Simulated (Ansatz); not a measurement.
**CdSe (Cadmoselite): the dielectric response by several routes**

How strongly does CdSe (Cadmoselite) screen? Routes: perturbation theory, a sum over states and the RPA step of G0W0.

Main program and level: Ansatz 0.2.0; linear response on PBE, plane waves, PAW.

The database entry behind the starting cell differs from later determinations by our own check (inner coordinate of an old entry), so it need not match the best structure at ambient conditions.

## (1) The structure

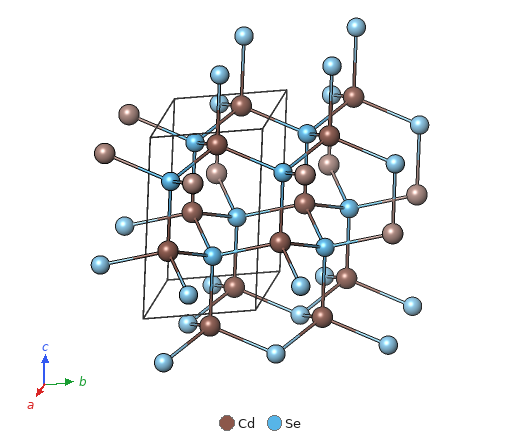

Start, viewed slightly off an axis; cadmium brown, selenium blue. 2×2×1 cells are drawn. Some periodic images of atoms are drawn too.

The cell and positions come from the Crystallography Open Database and are kept as given unless a step says otherwise. The default PAW set here is soft_2. Its files were made with PBE.

## (2) Response to a homogeneous field

ε∞ sets how strongly the crystal screens. Perturbation theory gives it with local fields and without a sum over empty bands.

This step: dielectric response by perturbation theory, PBE, plane waves, PAW.

input.yaml reads:

```yaml
crystal:
  lattice:
    - [4.3, 0.0, 0.0]
    - [-2.15, 3.7239092363, 0.0]
    - [0.0, 0.0, 7.02]
  atoms:
    - { symbol: Cd, position: [0.3333333333, 0.6666666667, 0.0] }
    - { symbol: Cd, position: [0.6666666667, 0.3333333333, 0.5] }
    - { symbol: Se, position: [0.3333333333, 0.6666666667, 0.385] }
    - { symbol: Se, position: [0.6666666667, 0.3333333333, 0.885] }
kpoints:
  mp_grid: { grid: [6, 6, 4] }
hamiltonian:
  xc: pbe
scf:
  occupations: { method: fixed }
dielectric: {}
```

Command:

```console
> ansatz run input.yaml --threads 3 --pin off --max-ram 92160MiB --backend cuda --events-out ev --progress --plain --runs-dir out --devices 1 --max-vram 13GiB
```

Numbers of over 12 decimals in the logs are rounded to 6 here.

The program printed:

```text
GPUs: using 1 of 1 available (devices: 1).
Engine: ansatz 0.2.0, x86_64-unknown-linux-gnu
Pseudopotentials: kind: paw
Pseudopotential: Cd, paw, valence charge 20, recommended cutoff 420 eV (normal), Cd.paw.azcp
Pseudopotential: Se, paw, valence charge 16, recommended cutoff 420 eV (normal), Se.paw.azcp
Functional definition: PBE
  parameter kappa = 0.804
  parameter beta = 0.066725
  exchange = pbe_x(kappa = kappa, mu = beta*pi^2/3)
  correlation = pbe_c(beta = beta)
device memory: the entry about to start is reckoned to put 2.9 GiB on a device that reports 27.4 GiB free (of which the cap on the GPU budget leaves the run 13.0 GiB)
GPU FFT provider: cuFFT
GPU libraries: cuBLAS 13.8.2, cuFFT 12.4.0, cuSOLVER 12.3.4
Crystal: 4 atoms, lattice volume = 112.410 Å³
Basis set: ecut = 420 eV, 2189 PW (Γ), exchange–correlation on 60×60×96 points (8 copies of the dense FFT grid, shifted against one another)
Bands: 44, of which v1, the nominal top of the filled ones, is band 36 counted from 1 (35 counted from 0)
Symmetry: 12 space group operations
k-points: 47 of 144 (irreducible under 2 space group operations, time reversal used)
Non-local potential: Cd, projectors of the file, l = 0: 3, l = 1: 2, l = 2: 2, l = 3: 1
Non-local potential: Se, projectors of the file, l = 0: 2, l = 1: 2, l = 2: 3, l = 3: 1
PAW form: soft (Blöchl's): semilocal exchange-correlation on the pseudo side does not see the compensation charge
PAW one-centre angular grid: Cd, 590 points (default); XC on 64 Gauss nodes
PAW one-centre angular grid: Se, 590 points (default); XC on 64 Gauss nodes
Initial density: superposition of atomic densities (neutral atoms: chi_scale 0, normalization atom), corrected by the library's trained network
Initial wavefunctions: pseudopotential atomic-orbital guess
GPU buffer pool allocated for 43200 grid points (all kernels)
GPU transforms: local potential and band sums: pruned to the plane-wave sphere, on 30×30×48
Functional: x = pbe(κ = 0.804, μ = 0.219515), c = pbe(β = 0.066725)
SCF iter   1: F=—  HF=-27449.505401 eV  |F-HF|=—  |Δ(HF+E_count)|=         —  Δρ=8.37e-4  dr2=1.55e-3  ethr=1.77e-3  ⟨swp⟩=4.5  Hψ=6307  notcnv=0  defer=280
preconditioner: auto → Resta (q_TF=auto, 2.533 Å⁻¹)  ε∞=4.0  [insulator: Δε(μ)=0.690 eV  Ē_g=12.158 eV  n_scr=34 (ndim 8)  ℏωp=21.0 eV  f_vac=0.201  ε∞_Penn≈4.0]
SCF iter   2: F=—  HF=-27449.506466 eV  |F-HF|=—  |Δ(HF+E_count)|=   1.06e-3  Δρ=4.77e-4  dr2=4.60e-4  ethr=2.16e-6  ⟨swp⟩=2.0  Hψ=3399  notcnv=0  defer=281
SCF iter   3: F=—  HF=-27449.506989 eV  |F-HF|=—  |Δ(HF+E_count)|=   5.24e-4  Δρ=2.15e-4  dr2=3.91e-5  ethr=6.38e-7  ⟨swp⟩=2.0  Hψ=2915  notcnv=0  defer=281
SCF iter   4: F=—  HF=-27449.506507 eV  |F-HF|=—  |Δ(HF+E_count)|=   4.82e-4  Δρ=9.40e-5  dr2=1.05e-5  ethr=5.43e-8  ⟨swp⟩=2.8  Hψ=3616  notcnv=0  defer=160
SCF iter   5: F=—  HF=-27449.507894 eV  |F-HF|=—  |Δ(HF+E_count)|=   1.39e-3  Δρ=3.18e-5  dr2=1.77e-6  ethr=1.45e-8  ⟨swp⟩=2.0  Hψ=2728  notcnv=0  defer=94
SCF iter   6: F=—  HF=-27449.507896 eV  |F-HF|=—  |Δ(HF+E_count)|=   1.69e-6  Δρ=9.53e-6  dr2=9.37e-8  ethr=2.45e-9  ⟨swp⟩=2.0  Hψ=2820  notcnv=0  defer=110
SCF iter   7: F=—  HF=-27449.507896 eV  |F-HF|=—  |Δ(HF+E_count)|=   2.20e-7  Δρ=4.40e-6  dr2=2.00e-8  ethr=1.30e-10  ⟨swp⟩=2.0  Hψ=3290  notcnv=0  defer=123
SCF iter   8: F=—  HF=-27449.507896 eV  |F-HF|=—  |Δ(HF+E_count)|=   2.39e-9  Δρ=1.11e-6  dr2=1.96e-9  ethr=2.77e-11  ⟨swp⟩=2.0  Hψ=3290  notcnv=0  defer=125
SCF iter   9: F=-27449.507896 eV  HF=-27449.507896 eV  |F-HF|=1.93e-10  |Δ(HF+E_count)|=   5.25e-9  Δρ=2.50e-7  dr2=8.35e-11  ethr=1.00e-12  ⟨swp⟩=8.2  Hψ=8892  notcnv=0
SCF 1 converged in 9 iterations: F = -27449.507896 eV  dr2 = 8.35e-11
  greatest PAW one-centre occupation: 1.000 electrons in one spin orbital (limit 2), on the Cd atom at site 1 (counted from 0), in its partial waves of l = 0
the response reads at least the filled bands of the reference SCF and the lowest empty band at each k-point, and that SCF's band table does not vouch for those bands. The notice of the band table in this run's record says why
device memory: the entry about to start is reckoned to put 0.1 GiB (of the 0.2 GiB reckoned in all, the device holds 0.1 GiB already) on a device that reports 24.8 GiB free (of which the cap on the GPU budget leaves the run 12.9 GiB)
device memory: the entry about to start is reckoned to put 1.7 GiB (of the 1.8 GiB reckoned in all, the device holds 0.1 GiB already) on a device that reports 24.8 GiB free (of which the cap on the GPU budget leaves the run 12.9 GiB)
DFPT response loops at Γ: preconditioner auto → none (the input reference at scf.mixing.eps_inf says where Resta's filter doesn't serve); β = 0.50; Broyden in place of MSR1
── the response to a field inside a basis, on 14×14×8 k-points: an SCF that follows is theirs, and a resumed run solves both again ──
device memory: the entry about to start is reckoned to put 1.1 GiB on a device that reports 28.6 GiB free (of which the cap on the GPU budget leaves the run 12.9 GiB)
GPU FFT provider: cuFFT
GPU libraries: cuBLAS 13.8.2, cuFFT 12.4.0, cuSOLVER 12.3.4
Bands: 37, of which v1, the nominal top of the filled ones, is band 36 counted from 1 (35 counted from 0)
k-points: 224
Initial density: handed on by an earlier stage of this run
Initial wavefunctions: pseudopotential atomic-orbital guess (no wavefunctions were taken with the density)
GPU buffer pool allocated for 43200 grid points (all kernels)
GPU transforms: band sums: pruned to the plane-wave sphere, on 30×30×48
Eigensolver: Dense (224 Hₖ)
SCF iter   1: F=—  HF=-27449.466782 eV  |F-HF|=—  |Δ(HF+E_count)|=         —  Δρ=2.19e-4  dr2=3.08e-5  ethr=1.00e-1
preconditioner: auto → Resta (q_TF=auto, 2.533 Å⁻¹)  ε∞=6.0  [insulator: Δε(μ)=0.772 eV  Ē_g=9.443 eV  n_scr=34 (ndim 8)  ℏωp=21.0 eV  f_vac=0.199  ε∞_Penn≈6.0]
SCF iter   2: F=—  HF=-27449.466793 eV  |F-HF|=—  |Δ(HF+E_count)|=   1.08e-5  Δρ=1.21e-4  dr2=9.53e-6  ethr=4.28e-8
SCF iter   3: F=—  HF=-27449.466800 eV  |F-HF|=—  |Δ(HF+E_count)|=   6.79e-6  Δρ=2.46e-5  dr2=1.07e-6  ethr=1.32e-8
SCF iter   4: F=—  HF=-27449.466800 eV  |F-HF|=—  |Δ(HF+E_count)|=   4.31e-7  Δρ=1.12e-5  dr2=2.27e-7  ethr=1.49e-9
SCF iter   5: F=-27449.466800 eV  HF=-27449.466800 eV  |F-HF|=2.73e-8  |Δ(HF+E_count)|=   3.07e-7  Δρ=3.55e-6  dr2=1.30e-8  ethr=3.15e-10
SCF 1 converged in 5 iterations: F = -27449.466800 eV  dr2 = 1.30e-8
device memory: the entry about to start is reckoned to put 0.1 GiB (of the 0.9 GiB reckoned in all, the device holds 0.9 GiB already) on a device that reports 30.6 GiB free (of which the cap on the GPU budget leaves the run 12.5 GiB)
device memory: the entry about to start is reckoned to put 5.1 GiB on a device that reports 31.3 GiB free (of which the cap on the GPU budget leaves the run 12.8 GiB)
DFPT response loops at Γ: mixed as the last ones told, above
WARN: field response: inside a basis, on 14×14×8 points, no mesh in reach settles it: take ε∞, Z* and everything formed from them with what they may err, as stated (eps_inf_uncertainty, zstar_uncertainty_e), and compare with field_mesh: kpoints on a denser kpoints.mp_grid
SCF converged after 9 iterations
Free energy (F): -27449.507896 eV
Harris-Foulkes:  -27449.507896 eV  (|F-HF|=1.93e-10)
Internal energy: -27449.507896 eV  (E = F + TS)
E sigma→0 (E₀):  -27449.507896 eV
Fermi energy:    7.478186 eV
--- Per-component energies (eV) ---
  E_band       = -1779.183054
  E_kinetic    = 1248.264558
  E_local      = -12776.537741  (includes V_loc(G=0)·N_el)
  E_nonlocal   = -1124.725202
  E_hartree    = 6078.140742
  E_xc         = -562.483119
  E_vxc        = -640.395710  (∫ρ·V_xc dr)
  E_paw        = -11989.163215  (= ΣΔE_a)
  E_vpaw       = -642.069150  (= ΣTr[D̂ρ^β])
  E_aug_tail   = -0.001150  (compensation charges beyond the density's cutoff)
  E_ewald      = -8323.002769
  E_smearing   = -0.000000  (= −TS)
  E_closure    = -0.000000  (closes the sum)
  Σ components = -27449.507896   (vs F -27449.507896, Δ=0.00e0)
--- Band table (eV; the first three rows and the last of 47) ---
  k-point 0: bands = [... 32 lower, 6.7623, 7.4667, 7.4782, 7.4782, 8.1801, 9.6002, 13.3664, 13.3664, ... 4 higher]
  k-point 1: bands = [... 32 lower, 6.8601, 6.8601, 7.3656, 7.3656, 9.2057, 9.7041, 13.1751, 13.4484, ... 4 higher]
  k-point 2: bands = [... 32 lower, 7.1055, 7.1055, 7.1055, 7.1055, 9.8170, 9.8170, 13.2983, 13.2983, ... 4 higher]
  k-point 46: bands = [... 32 lower, 5.1321, 5.5921, 5.9954, 6.4907, 10.9370, 11.7292, 12.5901, 12.9541, ... 4 higher]
--- Dielectric response (ions clamped): 3 representative field directions + reference, inside a basis on a mesh of 1568 k-points (Σ response iterations 18) ---
  ε∞ (high-frequency dielectric tensor):
        7.446500     0.000000     0.000000
        0.000000     7.446500     0.000000
       -0.000000    -0.000000     7.442006
  Born effective charges Z* (e; rows j = field, columns β = displacement):
    site 0:
         2.17098    0.00000    0.00000
        -0.00000    2.17098    0.00000
         0.00000   -0.00000    2.25297
    site 1:
         2.17098   -0.00000   -0.00000
        -0.00000    2.17098   -0.00000
        -0.00000    0.00000    2.25297
    site 2:
        -2.17098   -0.00000    0.00000
        -0.00000   -2.17098    0.00000
        -0.00000   -0.00000   -2.25297
    site 3:
        -2.17098   -0.00000    0.00000
         0.00000   -2.17098   -0.00000
         0.00000    0.00000   -2.25297
  Z* charge neutrality: 2.935e-3 e pre-enforcement
  solved inside a basis spanned on kpoints, on 14×14×8 k-points transformed towards the longest dipole, which do not settle them: ε∞ is read to err by 8.7e-2, Z* by 8.8e-2 e (field_mesh: kpoints solves on kpoints); Z* is corrected for what the basis lacks
```

Elapsed: 1.7 min, on 1 × NVIDIA H100 80GB HBM3 (shared by 6 runs) with 3 threads of AMD EPYC 7R13 (Zen 3), shared host; peak memory 4.8 GiB.

The column dr2 measures how far the density is from self-consistency, as an energy; F and HF (Harris–Foulkes) agree once it is small.

This step gave:

```
stated error of ε∞ : 0.087
```

One over ε∞ averages 0.13, under the quarter of exact exchange in PBE0, which by this rule of thumb may open the gap too far.

High-frequency dielectric tensor:

```
7.45 0.00 0.00
0.00 7.45 0.00
0.00 0.00 7.44
```

Born effective charge (e), principal values of the symmetric part by kind of site:

```csv
atom,atoms with these values,low,middle,high,mean
Cd1,2,2.17,2.17,2.25,2.20
Se3,2,-2.25,-2.17,-2.17,-2.20
```

In full for Cd1:

```
2.17 0.00 0.00
0.00 2.17 0.00
0.00 0.00 2.25
```

## (3) Independent-particle spectrum

The independent-particle spectrum shows where the oscillator strength lies, before excitons and local fields.

This step: independent-particle optics on PBE, plane waves, PAW.

input.yaml: that of step 2 with these lines changed.

```diff
@@ -16,2 +16,4 @@
   occupations: { method: fixed }
-dielectric: {}
+  n_extra_bands: 77
+output:
+  optics: { e_range: [0, 25], de: 0.1, sigma: 0.2 }
```

The program printed:

```text
[...]
GPUs: using 1 of 1 available (devices: 1).
[...]
GPU FFT provider: cuFFT
GPU libraries: cuBLAS 13.8.2, cuFFT 12.4.0, cuSOLVER 12.3.4
Crystal: 4 atoms, lattice volume = 112.410 Å³
Basis set: ecut = 420 eV, 2189 PW (Γ)
Bands: 113, of which v1, the nominal top of the filled ones, is band 36 counted from 1 (35 counted from 0)
[... 1 set-up line as in the run before ...]
[...]
k-points: 21 of 144 (time reversal used)
[...]
GPU buffer pool allocated for 43200 grid points (all kernels)
[...]
SCF iter   1: F=—  HF=-27449.506693 eV  |F-HF|=—  |Δ(HF+E_count)|=         —  Δρ=8.82e-4  dr2=1.76e-3  ethr=1.77e-3  ⟨swp⟩=4.0  Hψ=7756  notcnv=0  defer=1473
[...]
SCF iter   8: F=-27449.507910 eV  HF=-27449.507910 eV  |F-HF|=1.46e-11  |Δ(HF+E_count)|=  3.86e-10  Δρ=7.30e-8  dr2=6.38e-12  ethr=1.00e-12  ⟨swp⟩=10.1  Hψ=15507  notcnv=0
SCF 1 converged in 8 iterations: F = -27449.507910 eV  dr2 = 6.38e-12
[...]
Optics k sum: 0 of 21 k-points
Optics k sum: 2 of 21 k-points
[...]
Optics k sum: 21 of 21 k-points
[...]
SCF converged after 8 iterations
Free energy (F): -27449.507910 eV
[...]
Internal energy: -27449.507910 eV  (E = F + TS)
E sigma→0 (E₀):  -27449.507910 eV
Fermi energy:    7.478186 eV
[...]
--- Band table (eV; the first three rows and the last of 21) ---
  k-point 0: bands = [... 32 lower, 6.7623, 7.4666, 7.4782, 7.4782, 8.1801, 9.6002, 13.3664, 13.3664, ... 73 higher]
  k-point 1: bands = [... 32 lower, 6.8601, 6.8601, 7.3656, 7.3656, 9.2057, 9.7041, 13.1751, 13.4484, ... 73 higher]
  k-point 2: bands = [... 32 lower, 7.1055, 7.1055, 7.1055, 7.1055, 9.8170, 9.8170, 13.2983, 13.2983, ... 73 higher]
  k-point 20: bands = [... 32 lower, 4.9955, 4.9955, 6.4230, 6.4230, 11.2795, 11.2795, 13.3969, 13.3969, ... 73 higher]
```

Wall time 1.9 min (1 × NVIDIA H100 80GB HBM3 (shared by 6 runs) with 3 threads); peak memory 1.7 GiB; 4.1 min of CPU time.

This step gave:

```
ε∞ without local fields (xx, yy, zz)                                   : 7.873, 7.873, 7.841
electrons in the f-sum (xx, yy, zz)                                    : 36.22, 36.22, 36.14
bands in the explicit sum (the static value is completed to all bands) : 113
```

The sum gives ε∞ = 7.87 and 7.84 without local fields.

The ε₂ has structure finer than the step of the table below, so its rows give means over 2 eV, whole bins alone (the curve runs from 0 to 25 eV). Peaks (eV: height): xx=yy 5.1: 8.42, 6.2: 10.1; zz 4.0: 10.6, 6.2: 11.7.

Independent particles, no local fields, Gaussian width 0.2 eV. ε₂ against photon energy; means over each step:

```csv
photon energy (eV),xx=yy,zz
2,2.23,2.15
4,6.84,7.55
6,7.45,6.59
8,4.31,4.12
10,1.62,1.66
12,0.946,0.963
14,0.785,0.816
16,0.568,0.568
18,0.462,0.437
20,0.469,0.515
22,0.390,0.405
24,0.335,0.337
```

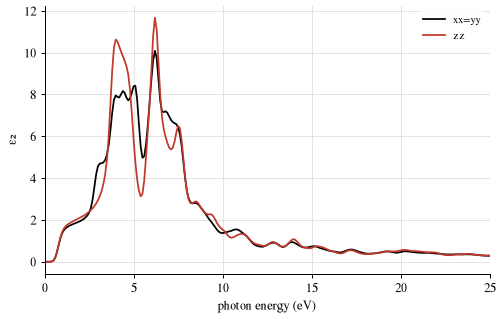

ε₂ against photon energy.

The loss function has structure finer than the step of the table below, so its rows give means over 1 eV, whole bins alone (the curve runs from 0 to 25 eV). Peaks (eV: height): xx=yy 12.3: 1.36, 13.3: 1.37, 16.0: 1.58, 17.6: 1.27; zz 12.4: 1.32, 13.3: 1.32, 14.7: 1.42, 16.1: 1.64, 17.5: 1.24.

Independent particles, no local fields, Gaussian width 0.2 eV. Loss function against photon energy; means over each step:

```csv
photon energy (eV),xx=yy,zz
1,0.0164,0.0171
2,0.0285,0.0320
3,0.0432,0.0344
4,0.0693,0.0635
5,0.116,0.159
6,0.108,0.0888
7,0.141,0.163
8,0.180,0.194
9,0.290,0.312
10,0.510,0.447
11,0.593,0.698
12,1.08,1.09
13,1.21,1.18
14,1.16,1.05
15,1.31,1.31
16,1.50,1.53
17,1.12,1.13
18,1.09,0.954
19,0.798,0.702
20,0.785,0.740
21,0.798,0.830
22,0.740,0.820
23,0.616,0.591
24,0.596,0.587
```

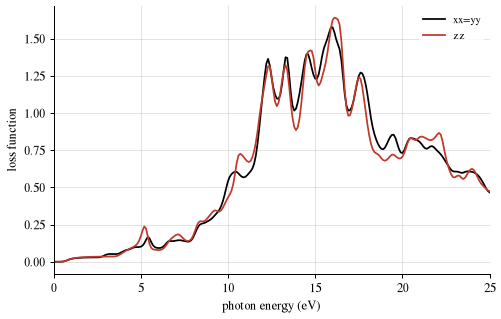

Loss function, plotted against photon energy.

## (4) RPA screening from the G0W0 run

G0W0 replaces the xc potential by the self-energy, built once from these orbitals. Only a window of levels is corrected, while the sums run over the empty bands that the input names.

This step: G0W0 on PBE, plane waves, PAW.

input.yaml, the sections that differ from step 3:

```yaml
kpoints:
  mp_grid: { grid: [6, 6, 2] }
scf:
  occupations: { method: fixed }
gw:
  n_empty_bands: 721
  ecut_chi: 200.0
  qp_bands: [v2, c2]
  qp_kpoints: band_edges
  screening: { model: contour_deformation }
# crystal, hamiltonian: as in step 3
# output: removed
```

The program printed:

```text
GPUs: using 1 of 1 available (devices: 1).
[...]
GPU FFT provider: cuFFT
GPU libraries: cuBLAS 13.8.2, cuFFT 12.4.0, cuSOLVER 12.3.4
Crystal: 4 atoms, lattice volume = 112.410 Å³
Basis set: ecut = 420 eV, 2189 PW (Γ)
Bands: 44, of which v1, the nominal top of the filled ones, is band 36 counted from 1 (35 counted from 0)
[... 1 set-up line as in the run before ...]
[...]
k-points: 14 of 72
[...]
4    36      6.8437   -19.0202     2.0104   -16.3258  0.7180     6.0555     6.1597  root ?
[...]
13    35      6.4237   -18.2252     2.1452   -15.3318  0.7117     5.6006     5.6756  root
    13    36      6.4237   -18.2252     2.1452   -15.3318  0.7117     5.6006     5.6756  root
    13    37     11.2799    -8.1039    -4.2429   -12.4559  0.7412    11.3898    11.3890  root
    13    38     11.2799    -8.1039    -4.2429   -12.4559  0.7412    11.3898    11.3890  root
[key lines of the parts left out:]
SCF converged after 6 iterations
Free energy (F): -27449.506470 eV
Fermi energy:    7.476923 eV
```

Elapsed: 69 s, on 1 × NVIDIA H100 80GB HBM3 (shared by 6 runs) with 3 threads; peak memory 2.8 GiB; 1.9 min of CPU time.

Numbers from this step:

```yaml
bands_summed: 757
rpa_eps_infinity_on_this_mesh_eigenvalues: 15.57, 15.57, 15.85
plane_waves_in_the_screening_matrix: 701
g0w0_gap_on_the_mesh: 1.318 eV
k_of_the_valence_top: 0, 0, 0
k_of_the_conduction_bottom: 0, 0, 0
starting_gap_on_the_mesh: 0.7031 eV
least_direct_g0w0_gap_on_the_computed_points: 1.318 eV
```

The gap on the mesh goes from 0.70 eV to 1.32 eV, a correction of +0.61 eV. Between the two edge states, bare exchange in place of the xc potential would open the gap by 5.88 eV, and correlation takes back 5.26 eV.

Mean over the mesh in bins of 0.25 1/Å. The static inverse dielectric function, diagonal by length of q+G:

```csv
length of q+G (Å⁻¹),"static inverse dielectric function, diagonal"
0.28,0.183
1.03,0.395
1.76,0.605
2.50,0.760
3.26,0.854
4.25,0.928
5.00,0.957
5.75,0.973
6.50,0.983
7.18,0.989
```

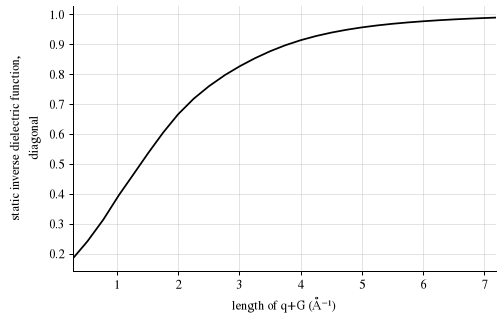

Static inverse dielectric function, diagonal against length of q+G.

## (5) The values together

Times are wall times on 1 × NVIDIA H100 80GB HBM3 (shared by 6 runs) with 3 threads of AMD EPYC 7R13 (Zen 3), shared host, good to a factor of about two.

```csv
method,mesh,"ε∞, low",middle,high,mean,time
perturbation theory (local fields and xc kernel),6×6×4 (response on 1568 points),7.44,7.45,7.45,7.45,1.7 min
sum over states (no local fields),6×6×4,7.84,7.87,7.87,7.86,1.9 min
"RPA with local fields, on the GW mesh",6×6×2,15.57,15.57,15.85,15.66,69 s
```

## (6) Results

| Item | Value |
| --- | --- |
| perturbation theory (local fields and xc kernel) | 7.44, 7.45, 7.45 |
| sum over states (no local fields) | 7.84, 7.87, 7.87 |
| RPA with local fields, on the GW mesh | 15.57, 15.57, 15.85 |

Mean Born effective charge: Cd1 2.20, Se3 -2.20 e. The most distinct maxima of the ε₂ (xx=yy) lie at 5.1 and 6.2 eV, the highest at 6.2 eV. The most distinct maxima of the loss function (xx=yy) lie at 12.3, 13.3, 16.0 and 17.6 eV, the highest at 16 eV. The sum without local fields gives 7.86 in the mean against 7.45 by perturbation theory; local fields lower ε∞ and the xc kernel gives part of it back, though the sum also carries the error of its own mesh. The RPA values on the 6×6×2 mesh average 2.10 times those of perturbation theory (means 15.66 and 7.45). Without the xc kernel RPA should lie a little lower; it lies higher here. Perturbation theory sums its response on a denser mesh of its own, so the coarser sum of the GW run is the likely cause. PBE usually puts the gap too low, which tends to raise ε∞. Ions are clamped, so the lattice part of the static constant is not in these numbers.

[Paths, hosts, dates, memory and timing lines, banners, echoed tables and standing remarks are left out of the program output.]

[Logs are printed without paths, hosts, clocks, repeated set-up lines and the standing remarks that a program may print on its own settings, such as how far it seeks lower states.]

[Runs of the session that timed out or met a known fault of the program may be left out.]

[Cells called generated may have been cut or substituted from an entry of the Crystallography Open Database or the Materials Project.]

[Hosts, paths, dates, database ids (printed as entryN), source tags and the programs' standing remarks are cut or masked in the printed files.]
